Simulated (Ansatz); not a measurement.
## Electronic structure of Co in real space

Input

```
crystal:
  lattice:
    - [0.0, 3.4725261122, 3.2051416015]
    - [3.4725261122, 0.0, 3.2051416015]
    - [3.4725261122, 3.4725261122, 0.0]
  atoms:
    - { symbol: Co, position: [0.25, 0.25, 0.25], spin: 2.05 }
    - { symbol: Co, position: [0.0, 0.0, 0.0], spin: 2.05 }
    - { symbol: Co, position: [0.625, 0.625, 0.125], spin: 1.96 }
    - { symbol: Co, position: [0.625, 0.125, 0.625], spin: 1.96 }
    - { symbol: Co, position: [0.125, 0.625, 0.625], spin: 1.96 }
    - { symbol: Co, position: [0.625, 0.625, 0.625], spin: 1.96 }
basis:
  ecutwfc: 520.0
kpoints:
  mp_grid: { grid: [12, 12, 12] }
hamiltonian:
  xc: pbe
  pseudopotentials: { kind: paw, azcp: { folder: soft_1 } }
scf:
  occupations: { method: gaussian, width: 0.15 }
output:
  forces: true
  stress: true
  eigenvalues: true
  populations: true
  write_density: true
  write_potential: true
  elf: true
  volumetric_format: npy
magnetization:
  spin_polarized: true
```

Command:

```sh
ansatz run input.yaml --threads 4 --pin off --max-ram 8192MiB --backend cpu --events-out ev --progress --plain --runs-dir out
```

Below, planes, directions and counts refer to the conventional cell (a = 4.91 Å, b = 4.91 Å, c = 6.41 Å, α = 90.00°, β = 90.00°, γ = 90.00°).

Space group I4₁/amd; a point of a scan over the structure, not its minimum; a structure from a database of computed crystals, not necessarily the ambient phase; computed pressure about −16 GPa in this cell; the SCF solution may not be the lowest one; PAW files of the earlier set (soft_1); spin-polarised.

Method: Ansatz 0.2.0, DFT PBE, scalar-relativistic, plane waves, PAW.

In a PAW calculation such maps are meaningful between the atoms, not at the nuclei.

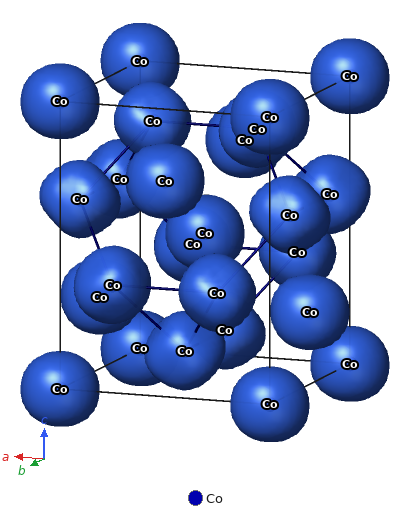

Figure 1. Isosurfaces of the spin density (up minus down) at +0.1 (blue) and −0.1 e/Å³ (red), seen at an oblique angle. Sticks mark near contacts.

**Where is the spin, and how is it ordered?**

The spin density sits on Co: +1.9 μB (×12) in one cell of 12 atoms: parallel moments (a ferromagnetic arrangement) in this solution. The cell of the calculation (6 atoms) carries 10.8 μB of net spin moment. Only one sign reaches the isovalue.

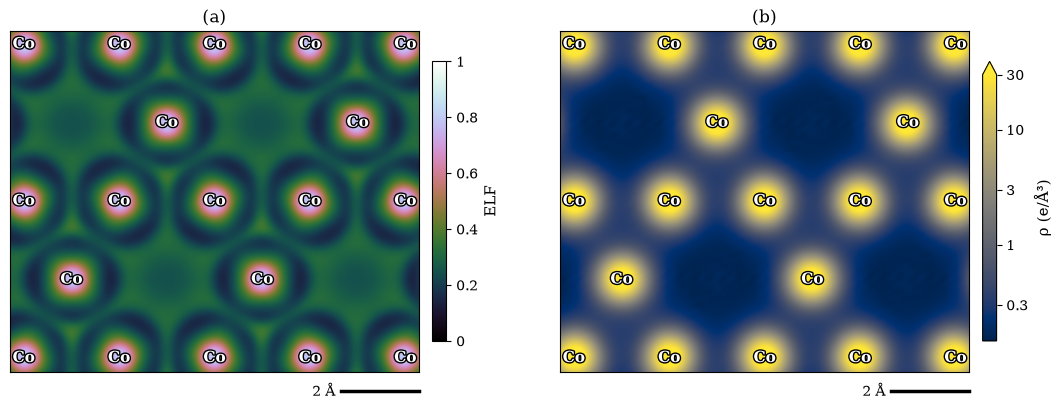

Figure 2. (a) ELF; (b) valence charge density (pseudo) on the (101̄) plane of the conventional cell.

**Interpret the plot.**

- The section cuts through Co sites.
- Co–Co (2.36 Å): ρ is about 0.41 e/Å³ halfway; the ELF is about 0.25 at the midpoint; no shared electron pair shows on this line.
- Co–Co (2.46 Å): ρ at the midpoint is about 0.36 e/Å³; the ELF is about 0.25 at the midpoint: no shared electron pair shows on this line.
- Between the atoms the lowest density in this plane is 0.15 e/Å³.
- The features right at Co lie inside the PAW spheres, where the map follows smoothed inner orbitals and isn't to be read closely.
